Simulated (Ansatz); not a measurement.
## TaN: 6 runs along one coordinate

System: TaN (2 atoms in the cell).
Method: DFT LDA, scalar-relativistic, plane waves, PAW, PAW set soft_1, no spin polarisation (Ansatz 0.2.0).

The 6 runs differ only in the geometry, by an even scaling of the cell at fixed fractional positions. The structure derives from an entry of the Crystallography Open Database.

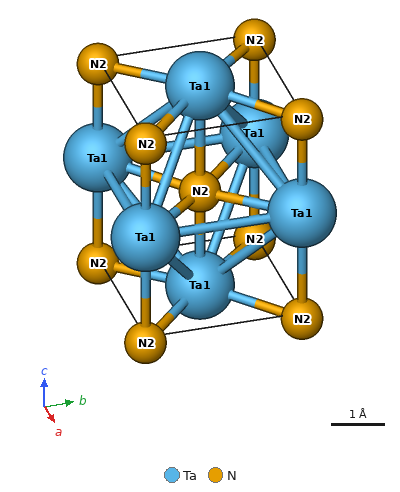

Figure 1. The structure of run 4 (ball-and-stick view of the cell 2 times as large as that of the calculation, set on its symmetry axes, seen at an oblique angle; atoms are numbered from 1 in the order of the input).

### Input of run 4
```yaml
crystal:
  lattice:
    - [0.0, 2.1918784864, 2.1918784864]
    - [2.1918784864, 0.0, 2.1918784864]
    - [2.1918784864, 2.1918784864, 0.0]
  atoms:
    - { symbol: Ta, position: [0.4978278253, 0.5021721747, 0.5021721747] }
    - { symbol: "N", position: [0.028060999, -0.028060999, -0.028060999] }
basis:
  ecutwfc: 520.0
kpoints:
  mp_grid: { grid: [18, 18, 18] }
hamiltonian:
  xc: lda
  pseudopotentials: { kind: paw, azcp: { folder: soft_1 } }
scf:
  occupations: { method: gaussian, width: 0.15 }
output:
  forces: true
  stress: true
  eigenvalues: true
```

Command:
```bash
ansatz run input.yaml --threads 1 --pin off --max-ram 2048MiB --backend cpu --events-out ev --progress --plain --runs-dir out
```

Lattice vectors (Å) and fractional positions of run 4:
```
   0.000000    2.191878    2.191878
   2.191878    0.000000    2.191878
   2.191878    2.191878    0.000000
Ta  0.497828  0.502172  0.502172
N   0.028061 -0.028061 -0.028061
```

Run 5 differs from it as follows:
```diff
-    - [0.0, 2.1918784864, 2.1918784864]
-    - [2.1918784864, 0.0, 2.1918784864]
-    - [2.1918784864, 2.1918784864, 0.0]
+    - [0.0, 2.2101387059, 2.2101387059]
+    - [2.2101387059, 0.0, 2.2101387059]
+    - [2.2101387059, 2.2101387059, 0.0]
```

### Results, with one run withheld

| run | volume per atom (Å³) | free energy per atom, from the lowest run given (meV) | pressure (GPa) |
| --- | --- | --- | --- |
| 1 | 9.766 | 42.79 | 24.86 |
| 2 | 10.019 | 12.90 | 13.34 |
| 3 | 10.273 | 0.00 | 3.19 |
| 4 | 10.531 | 2.30 | −5.84 |
| 5 | 10.796 | ? | ? |
| 6 | 11.062 | 48.08 | −21.03 |

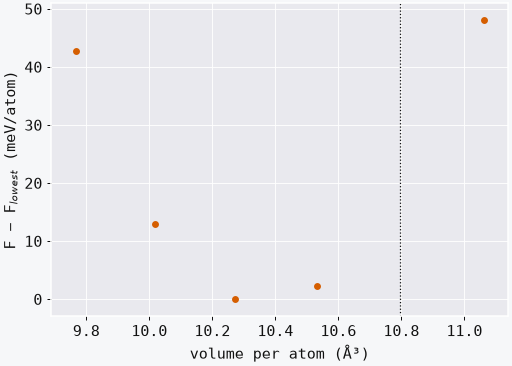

Figure 2. Free energy per atom of the runs given; the dotted line marks run 5.

What should run 5 give?

A cubic polynomial in V^(−2/3) (the Birch–Murnaghan form), fitted to the 5 runs given, misses them by under 0.01 meV per atom. With x = V^(−2/3) − 0.21104 Å⁻², it reads F = −0.62732 + 753.51 x + 6.0874e+05 x² + 3.7955e+05 x³ (meV per atom). At run 5 it gives 18.84 meV per atom, and the run itself gives 18.84. The slope of the fit gives a pressure −dF/dV of −13.97 GPa there, and the run prints −13.95 GPa. The fit has its minimum at 10.360 Å³ per atom, where V d²F/dV² gives 370 GPa. Cell shape and fractional positions are held, so this is the stiffness under even scaling; the relaxed bulk modulus wasn't computed.

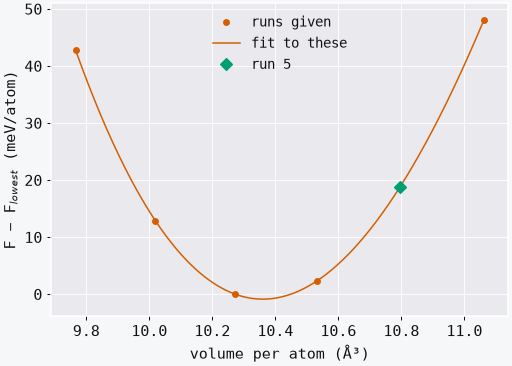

Figure 3. The fit and the withheld run.

### Output, shortened to warnings, some set-up lines, iterations and results (run 5)
```
Warning: [file] the record states the generating functional pbe (its physics header spells it `PBE`), which answers neither for hamiltonian.xc's functional nor for the lda family's — results may be inconsistent (PPs are generated against a specific XC)
Warning: [file] the record states the generating functional pbe (its physics header spells it `PBE`), which answers neither for hamiltonian.xc's functional nor for the lda family's — results may be inconsistent (PPs are generated against a specific XC)
Basis set: ecut = 520 eV, 561 PW (Γ)
Symmetry: 8 space group operations
k-points: 480 of 5832 (time reversal used)
Initial density: superposition of atomic densities (chi_scale 0.1, normalization cell, long waves kept (reshape's long-wave potential 0.00 eV rms))
[...]
SCF iter   1: F=—  HF=-10059.471820 eV  |F-HF|=—  |Δ(HF+E_count)|=         —  Δρ=4.76e-2  dr2=4.89e-1  ethr=3.10e-3  ⟨swp⟩=5.0  Hψ=29881  notcnv=0
SCF iter   2: F=—  HF=-10059.416873 eV  |F-HF|=—  |Δ(HF+E_count)|=   5.49e-2  Δρ=3.08e-2  dr2=2.25e-1  ethr=2.71e-3  ⟨swp⟩=1.0  Hψ=10080  notcnv=0
SCF iter   3: F=—  HF=-10059.362682 eV  |F-HF|=—  |Δ(HF+E_count)|=   5.42e-2  Δρ=2.31e-3  dr2=4.71e-4  ethr=1.25e-3  ⟨swp⟩=2.0  Hψ=10072  notcnv=0
SCF iter   4: F=—  HF=-10059.362692 eV  |F-HF|=—  |Δ(HF+E_count)|=   1.01e-5  Δρ=4.37e-4  dr2=4.87e-5  ethr=2.61e-6  ⟨swp⟩=2.6  Hψ=13350  notcnv=0
SCF iter   5: F=—  HF=-10059.362682 eV  |F-HF|=—  |Δ(HF+E_count)|=   1.02e-5  Δρ=4.20e-5  dr2=1.78e-7  ethr=2.71e-7  ⟨swp⟩=2.2  Hψ=8517  notcnv=0  defer=4
SCF iter   6: F=-10059.362682 eV  HF=-10059.362682 eV  |F-HF|=6.77e-9  |Δ(HF+E_count)|=   1.94e-8  Δρ=9.14e-6  dr2=1.06e-8  ethr=5.56e-10  ⟨swp⟩=5.7  Hψ=28479  notcnv=0
SCF 1 converged in 6 iterations: F = -10059.362682 eV  dr2 = 1.06e-8
SCF converged after 6 iterations
Free energy (F): -10059.362682 eV
Harris-Foulkes:  -10059.362682 eV  (|F-HF|=6.77e-9)
Internal energy: -10059.353633 eV  (E = F + TS)
E sigma→0 (E₀):  -10059.358157 eV
Entropy (-TS):   -0.009049 eV (-4.525 meV/atom)
Fermi energy:    20.806506 eV
--- Per-component energies (eV) ---
  E_band       = -57.616220
  E_kinetic    = 524.041555
  E_local      = -589.572726  (includes V_loc(G=0)·N_el)
  E_nonlocal   = 30.309098
  E_hartree    = 208.254957
  E_xc         = -378.296965
  E_vxc        = -310.274752  (∫ρ·V_xc dr)
  E_paw        = -8176.549386  (= ΣΔE_a)
  E_vpaw       = -128.628938  (= ΣTr[D̂ρ^β])
  E_aug_tail   = 0.000005  (compensation charges beyond the density's cutoff)
  E_ewald      = -1677.879212
  E_core_change = 0.339041  (= ΣΔE_core)
  E_smearing   = -0.009049  (= −TS)
  E_closure    = -0.000000  (closes the sum)
  Σ components = -10059.362682   (vs F -10059.362682, Δ=0.00e0)
--- Forces (eV/Å), atoms counted from 1 ---
  atom   1  Ta    -0.98225318    -0.00000000     0.00000000
  atom   2  N      0.98225134     0.00000000     0.00000000
  max |Σ_I F_I| component: 1.84e-6 eV/Å
--- Stress (GPa, compression-positive) ---
       -8.701483       0.000000       0.000000
        0.000000     -16.570017       0.000000
        0.000000       0.000000     -16.570017
  P = ⅓ Tr σ = -13.9472 GPa (-139.472 kbar)
```

The program warns: the PAW datasets were made with another functional. Spin–orbit coupling is left out, which matters for Ta.
